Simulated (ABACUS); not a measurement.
**Band-structure run of MnS (part 2 of 3)**

Continued. System: MnS (4 atoms in the cell). Method: Kohn-Sham DFT of a periodic cell, PBEsol, SPMS ONCV 1.0 PBE, spin-polarised (ABACUS 3.10.1); cutoff 1319.75 eV, 6×6×3 k-mesh, fermi-dirac of 0.05 eV, collinear spins. The structure derives from a Materials Project entry.

Geometry of the input (Å; fractional positions):
```
3.9536  0.0000  0.0000
-1.9768  3.4239  0.0000
0.0000  0.0000  6.3425
Mn 0.6667  0.3333  0.4988
Mn 0.3333  0.6667  0.9988
S  0.3333  0.6667  0.6262
S  0.6667  0.3333  0.1262
```

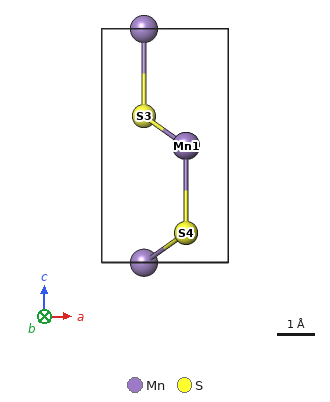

Fig. 1: The structure (ball-and-stick view of the cell of the calculation, along the b axis; atoms are numbered from 1 in the order of the input). An atom can appear more than once, as a periodic image.

**The program's output, continued**
```
 PW ALGORITHM --------------- ION=   1  ELEC=   4--------------------------------
          total magnetism (Bohr mag/cell) = 9.76942187454
       absolute magnetism (Bohr mag/cell) = 9.76993284248
                        nelec for spin up = 25.8847109373
                      nelec for spin down = 16.1152890627

 Density error is 0.00119404032476
                          Error Threshold = 2.17370450568e-05
----------------------------------------------------------
     Energy           Rydberg                 eV
----------------------------------------------------------
 E_KohnSham     -466.2317742331      -6343.4087182191
 E_Harris       -466.0331825861      -6340.7067402457
 E_Fermi        0.5719514602         7.7817988377
----------------------------------------------------------

 PW ALGORITHM --------------- ION=   1  ELEC=   5--------------------------------
          total magnetism (Bohr mag/cell) = 9.82475452688
       absolute magnetism (Bohr mag/cell) = 9.82524749288
                        nelec for spin up = 25.9123772634
                      nelec for spin down = 16.0876227366

 Density error is 0.000337610500674
                          Error Threshold = 2.8429531542e-06
----------------------------------------------------------
     Energy           Rydberg                 eV
----------------------------------------------------------
 E_KohnSham     -466.2319747816      -6343.4114468214
 E_Harris       -466.3484847726      -6344.9966465737
 E_Fermi        0.5757397522         7.8333411951
----------------------------------------------------------

 PW ALGORITHM --------------- ION=   1  ELEC=   6--------------------------------
          total magnetism (Bohr mag/cell) = 9.81438469237
       absolute magnetism (Bohr mag/cell) = 9.81489052597
                        nelec for spin up = 25.9071923462
                      nelec for spin down = 16.0928076538

 Density error is 3.79010236086e-05
                          Error Threshold = 8.03834525415e-07
----------------------------------------------------------
     Energy           Rydberg                 eV
----------------------------------------------------------
 E_KohnSham     -466.2320317850      -6343.4122223937
 E_Harris       -466.1846277562      -6342.7672574937
 E_Fermi        0.5754289430         7.8291124183
----------------------------------------------------------

 PW ALGORITHM --------------- ION=   1  ELEC=   7--------------------------------
          total magnetism (Bohr mag/cell) = 9.81845978448
       absolute magnetism (Bohr mag/cell) = 9.81896114796
                        nelec for spin up = 25.9092298922
                      nelec for spin down = 16.0907701078

 Density error is 4.88969905364e-06
                          Error Threshold = 9.02405324014e-08
----------------------------------------------------------
     Energy           Rydberg                 eV
----------------------------------------------------------
 E_KohnSham     -466.2320390823      -6343.4123216775
 E_Harris       -466.2172825655      -6343.2115489664
 E_Fermi        0.5759201272         7.8357953226
----------------------------------------------------------

 PW ALGORITHM --------------- ION=   1  ELEC=   8--------------------------------
          total magnetism (Bohr mag/cell) = 9.82006676025
       absolute magnetism (Bohr mag/cell) = 9.8205675209
                        nelec for spin up = 25.9100333801
                      nelec for spin down = 16.0899666199

 Density error is 1.65317850709e-06
                          Error Threshold = 1.16421406039e-08
----------------------------------------------------------
     Energy           Rydberg                 eV
----------------------------------------------------------
 E_KohnSham     -466.2320413965      -6343.4123531642
 E_Harris       -466.2406846134      -6343.5299501625
 E_Fermi        0.5761493622         7.8389142246
----------------------------------------------------------

 PW ALGORITHM --------------- ION=   1  ELEC=   9--------------------------------
          total magnetism (Bohr mag/cell) = 9.81966010228
       absolute magnetism (Bohr mag/cell) = 9.82016119163
                        nelec for spin up = 25.9098300511
                      nelec for spin down = 16.0901699489

 Density error is 1.90659207117e-07
                          Error Threshold = 3.93613930259e-09
----------------------------------------------------------
     Energy           Rydberg                 eV
----------------------------------------------------------
 E_KohnSham     -466.2320416041      -6343.4123559895
 E_Harris       -466.2383482503      -6343.4981623124
 E_Fermi        0.5762066881         7.8396941839
----------------------------------------------------------

 PW ALGORITHM --------------- ION=   1  ELEC=  10--------------------------------
          total magnetism (Bohr mag/cell) = 9.81936436718
       absolute magnetism (Bohr mag/cell) = 9.81986503127
                        nelec for spin up = 25.9096821836
                      nelec for spin down = 16.0903178164

 Density error is 2.31648031694e-08
                          Error Threshold = 4.53950493136e-10
----------------------------------------------------------
     Energy           Rydberg                 eV
----------------------------------------------------------
 E_KohnSham     -466.2320416715      -6343.4123569063
 E_Harris       -466.2309648448      -6343.3977059276
 E_Fermi        0.5761554402         7.8389969199
----------------------------------------------------------

 PW ALGORITHM --------------- ION=   1  ELEC=  11--------------------------------
          total magnetism (Bohr mag/cell) = 9.81940013697
       absolute magnetism (Bohr mag/cell) = 9.81990078382
                        nelec for spin up = 25.9097000685
                      nelec for spin down = 16.0902999315

 Density error is 3.93759492127e-09
                          Error Threshold = 5.51542932604e-11
----------------------------------------------------------
     Energy           Rydberg                 eV
----------------------------------------------------------
 E_KohnSham     -466.2320416851      -6343.4123570915
 E_KS(sigma->0) -466.2315580616      -6343.4057770555
 E_Harris       -466.2317482022      -6343.4083640518
 E_band         -51.5626238694       -701.5454884541
 E_one_elec     -285.6485315660      -3886.4476546299
 E_Hartree      154.3025353686       2099.3936968601
 E_xc           -79.8829387645       -1086.8631401829
 E_Ewald        -255.0021394762      -3469.4820990668
 E_entropy(-TS) -0.0009672471        -0.0131600718
 E_descf        0.0000000000         0.0000000000
 E_exx          0.0000000000         0.0000000000
 E_Fermi        0.5761671750         7.8391565802
----------------------------------------------------------

 charge density convergence is achieved
 final etot is -6343.4123571 eV
 EFERMI = 7.8391565802 eV
The vacuum level is 9.7573279385 eV

 STATE ENERGY(eV) AND OCCUPATIONS    NSPIN == 2
SPIN UP :
 1/14 kpoint (Cartesian) = 0.0000 0.0000 0.0000 (2342 pws)
       1       -73.7582     0.00925926
       2       -73.7580     0.00925926
       3       -42.8785     0.00925926
       4       -42.8785     0.00925926
       5       -42.8777     0.00925926
       6       -42.8777     0.00925926
       7       -42.8626     0.00925926
       8       -42.8584     0.00925926
       9       -6.26187     0.00925926
      10       -5.49224     0.00925926
      11        1.85326     0.00925926
      12        2.82966     0.00925926
      13        2.87120     0.00925926
      14        2.87120     0.00925926
      15        3.04394     0.00925926
      16        3.04394     0.00925926
      17        4.43939     0.00925926
      18        4.43939     0.00925926
      19        4.72079     0.00925926
      20        4.72079     0.00925926
      21        4.90537     0.00925926
      22        6.99078     0.00925926
      23        6.99078     0.00925926
      24        8.03889    0.000167416
      25        8.10616    4.41894e-05
      26        8.10616    4.41894e-05
      27        8.80303    3.93103e-11
      28        10.4557    1.73658e-25
      29        13.4307    2.50836e-51
      30        13.4307    2.50836e-51
      31        13.9344    1.05768e-55
      32        14.6573    5.55600e-62
      33        14.6573    5.55600e-62
      34        15.0693    1.46535e-65
      35        16.6642    2.05864e-79
      36        16.6642    2.05864e-79

 2/14 kpoint (Cartesian) = -0.042156 0.024339 0.0000 (2337 pws)
       1       -73.7582      0.0555556
       2       -73.7580      0.0555556
       3       -42.8791      0.0555556
       4       -42.8787      0.0555556
       5       -42.8784      0.0555556
       6       -42.8779      0.0555556
       7       -42.8622      0.0555556
       8       -42.8586      0.0555556
       9       -6.11747      0.0555556
      10       -5.42588      0.0555556
      11        2.05261      0.0555556
      12        2.63795      0.0555556
      13        2.85289      0.0555556
      14        2.92693      0.0555556
      15        2.93186      0.0555556
      16        3.12768      0.0555556
      17        4.35657      0.0555556
      18        4.44286      0.0555556
      19        4.64233      0.0555556
      20        4.74393      0.0555556
      21        4.98321      0.0555556
      22        6.20377      0.0555556
      23        6.61357      0.0555556
      24        7.17038      0.0555555
      25        7.78254      0.0420144
      26        7.87396      0.0184817
      27        9.91032    5.68590e-20
      28        11.3272    2.80784e-32
      29        12.7900    5.52244e-45
      30        13.8339    4.73303e-54
      31        13.8966    1.34961e-54
      32        14.5431    3.27174e-60
      33        14.7522    4.99822e-62
      34        15.2973    9.19841e-67
      35        15.7452    1.18439e-70
      36        16.3732    4.15816e-76

 3/14 kpoint (Cartesian) = -0.084312 0.048677 0.0000 (2353 pws)
       1       -73.7581      0.0555556
       2       -73.7580      0.0555556
       3       -42.8804      0.0555556
       4       -42.8798      0.0555556
       5       -42.8791      0.0555556
       6       -42.8782      0.0555556
       7       -42.8615      0.0555556
       8       -42.8591      0.0555556
       9       -5.78000      0.0555556
      10       -5.31458      0.0555556
      11        2.15451      0.0555556
      12        2.45898      0.0555556
      13        2.62582      0.0555556
      14        3.01622      0.0555556
      15        3.06917      0.0555556
      16        3.32956      0.0555556
      17        4.28854      0.0555556
      18        4.50117      0.0555556
      19        4.54807      0.0555556
      20        4.78485      0.0555556
      21        5.19032      0.0555556
      22        5.22922      0.0555556
      23        5.91255      0.0555556
      24        6.04060      0.0555556
      25        7.08200      0.0555555
      26        7.37041      0.0555508
      27        10.9664    3.81894e-29
      28        11.4873    1.14049e-33
      29        12.4451    5.47525e-42
      30        13.5985    5.24618e-52
      31        14.0190    1.16654e-55
      32        15.1114    3.79499e-65
      33        15.3637    2.44014e-67
      34        16.4286    1.37274e-76
      35        16.8286    4.60754e-80
      36        17.5799    1.37367e-86

 4/14 kpoint (Cartesian) = 0.12647 0.21905 0.0000 (2364 pws)
       1       -73.7580      0.0277778
       2       -73.7580      0.0277778
       3       -42.8810      0.0277778
       4       -42.8805      0.0277778
       5       -42.8793      0.0277778
       6       -42.8783      0.0277778
       7       -42.8609      0.0277778
       8       -42.8596      0.0277778
       9       -5.55448      0.0277778
      10       -5.29993      0.0277778
      11        2.00836      0.0277778
      12        2.19193      0.0277778
      13        2.88522      0.0277778
      14        3.04421      0.0277778
      15        3.15493      0.0277778
      16        3.46148      0.0277778
      17        4.42580      0.0277778
      18        4.64136      0.0277778
      19        4.68044      0.0277778
      20        4.81296      0.0277778
      21        4.92934      0.0277778
      22        5.05509      0.0277778
      23        5.39859      0.0277778
      24        5.52938      0.0277778
      25        6.63056      0.0277778
      26        7.09315      0.0277778
      27        11.1821    2.55268e-31
      28        11.3938    3.70431e-33
      29        12.0816    3.93236e-39
      30        13.9137    4.79454e-55
      31        14.2352    7.74065e-58
      32        15.3915    6.99662e-68
      33        15.5574    2.53497e-69
      34        17.7532    2.14490e-88
      35        18.5405        0.00000
      36        19.1969        0.00000

 5/14 kpoint (Cartesian) = -0.042156 0.073016 0.0000 (2352 pws)
       1       -73.7581      0.0555556
       2       -73.7580      0.0555556
       3       -42.8799      0.0555556
       4       -42.8795      0.0555556
       5       -42.8789      0.0555556
       6       -42.8782      0.0555556
       7       -42.8617      0.0555556
       8       -42.8590      0.0555556
       9       -5.87417      0.0555556
      10       -5.33727      0.0555556
      11        2.37169      0.0555556
      12        2.38509      0.0555556
      13        2.66717      0.0555556
      14        2.95401      0.0555556
      15        2.99026      0.0555556
      16        3.24768      0.0555556
      17        4.28928      0.0555556
      18        4.44395      0.0555556
      19        4.59246      0.0555556
      20        4.77024      0.0555556
      21        5.13831      0.0555556
      22        5.52164      0.0555556
      23        5.86495      0.0555556
      24        6.39619      0.0555556
      25        7.32728      0.0555536
      26        7.33495      0.0555532
      27        11.0794    3.98355e-30
      28        12.3418    4.31543e-41
      29        12.6030    2.32429e-43
      30        12.6461    9.82648e-44
      31        14.1592    7.07790e-57
      32        14.2507    1.13331e-57
      33        15.5192    1.08902e-68
      34        15.7582    9.13642e-71
      35        16.7073    5.20981e-79
      36        16.9875    1.92049e-81

 6/14 kpoint (Cartesian) = 0.12647 0.17037 0.0000 (2347 pws)
       1       -73.7580       0.111111
       2       -73.7580       0.111111
       3       -42.8806       0.111111
       4       -42.8803       0.111111
       5       -42.8795       0.111111
       6       -42.8786       0.111111
       7       -42.8609       0.111111
       8       -42.8596       0.111111
       9       -5.56348       0.111111
      10       -5.29514       0.111111
      11        2.21255       0.111111
      12        2.39806       0.111111
      13        2.81203       0.111111
      14        2.96501       0.111111
      15        3.07269       0.111111
      16        3.30796       0.111111
      17        4.34657       0.111111
      18        4.41087       0.111111
      19        4.68780       0.111111
      20        4.79345       0.111111
      21        4.98481       0.111111
      22        5.14021       0.111111
      23        5.40769       0.111111
      24        5.66772       0.111111
      25        6.56741       0.111111
      26        6.81726       0.111111
      27        11.7297    1.79028e-35
      28        12.0872    1.40521e-38
      29        12.2925    2.31608e-40
      30        13.7862    2.45735e-53
      31        14.0450    1.38808e-55
      32        15.1796    1.93693e-65
      33        15.6467    1.70098e-69
      34        16.6019    8.58073e-78
      35        17.7154    1.82591e-87
      36        18.2961        0.00000

[... levels at 22 further k points ...]

------------------------------------------------------------------------------------------
 TOTAL-FORCE (eV/Angstrom)
------------------------------------------------------------------------------------------
                       Mn1         0.0000000000         0.0000000000         0.2730419280
                       Mn2         0.0000000000         0.0000000000         0.2730419280
                        S1         0.0000000000         0.0000000000        -0.2730419280
                        S2         0.0000000000         0.0000000000        -0.2730419280
------------------------------------------------------------------------------------------

----------------------------------------------------------------
 TOTAL-STRESS (KBAR)
----------------------------------------------------------------
       -11.7171369413        -0.0000000002         0.0000000000
        -0.0000000002       -11.7171369413         0.0000000000
         0.0000000000         0.0000000000        12.7158902121
----------------------------------------------------------------
 TOTAL-PRESSURE: -3.572795 KBAR

 --------------------------------------------
 !FINAL_ETOT_IS -6343.4123570914534866 eV
 --------------------------------------------
```

**Standard output**
```
ABACUS v3.10.1

               Atomic-orbital Based Ab-initio Computation at UStc

 dft_functional readin is: pbesol
 dft_functional in pseudopot file is: PBE
 Please make sure this is what you need
 dft_functional readin is: pbesol
 dft_functional in pseudopot file is: PBE
 Please make sure this is what you need

%%%%%%%%%%%%%%%%%%%%%%%%%%%%%%%%%%%%%%%%%%%%%%%%%%%%%%%%%%%%%%%%%%%%%%%%%%%%%%%%%%%%%%%%%%%%%%%%%%%%%%%%%
 Warning: the number of valence electrons in pseudopotential > 7 for Mn: [Ar] 3d5 4s2
 Pseudopotentials with additional electrons can yield (more) accurate outcomes, but may be less efficient.
 If you're confident that your chosen pseudopotential is appropriate, you can safely ignore this warning.
%%%%%%%%%%%%%%%%%%%%%%%%%%%%%%%%%%%%%%%%%%%%%%%%%%%%%%%%%%%%%%%%%%%%%%%%%%%%%%%%%%%%%%%%%%%%%%%%%%%%%%%%%

 UNIFORM GRID DIM        : 48 * 48 * 75
 UNIFORM GRID DIM(BIG)   : 48 * 48 * 75
 ---------------------------------------------------------
 Self-consistent calculations for electrons
 ---------------------------------------------------------
 SPIN    KPOINTS         PROCESSORS  THREADS
 2       28              4           4
 ---------------------------------------------------------
 Use plane wave basis
 ---------------------------------------------------------
 ELEMENT NATOM       XC
 Mn      2
 S       2
 ---------------------------------------------------------
 Initial plane wave basis and FFT box
 ---------------------------------------------------------
 -------------------------------------------
 SELF-CONSISTENT :
 -------------------------------------------
 START CHARGE      : atomic
 ITER      TMAG       AMAG        ETOT/eV          EDIFF/eV         DRHO     TIME/s
 DA1      9.48e+00   9.48e+00  -6.34309245e+03   0.00000000e+00   1.3893e-01   7.55
 DA2      9.96e+00   9.96e+00  -6.34336994e+03  -2.77496695e-01   4.2463e-02   2.93
 DA3      9.82e+00   9.82e+00  -6.34340001e+03  -3.00660228e-02   9.1296e-03   2.96
 DA4      9.77e+00   9.77e+00  -6.34340872e+03  -8.71023469e-03   1.1940e-03   3.20
 DA5      9.82e+00   9.83e+00  -6.34341145e+03  -2.72860226e-03   3.3761e-04   3.40
 DA6      9.81e+00   9.81e+00  -6.34341222e+03  -7.75572330e-04   3.7901e-05   3.22
 DA7      9.82e+00   9.82e+00  -6.34341232e+03  -9.92838042e-05   4.8897e-06   3.47
 DA8      9.82e+00   9.82e+00  -6.34341235e+03  -3.14866884e-05   1.6532e-06   3.84
 DA9      9.82e+00   9.82e+00  -6.34341236e+03  -2.82526075e-06   1.9066e-07   3.63
 DA10     9.82e+00   9.82e+00  -6.34341236e+03  -9.16861370e-07   2.3165e-08   3.74
 DA11     9.82e+00   9.82e+00  -6.34341236e+03  -1.85106534e-07   3.9376e-09   4.08
----------------------------------------------------------------
 TOTAL-STRESS (KBAR)
----------------------------------------------------------------
       -11.7171369413        -0.0000000002         0.0000000000
        -0.0000000002       -11.7171369413         0.0000000000
         0.0000000000         0.0000000000        12.7158902121
----------------------------------------------------------------
 TOTAL-PRESSURE: -3.572795 KBAR
```
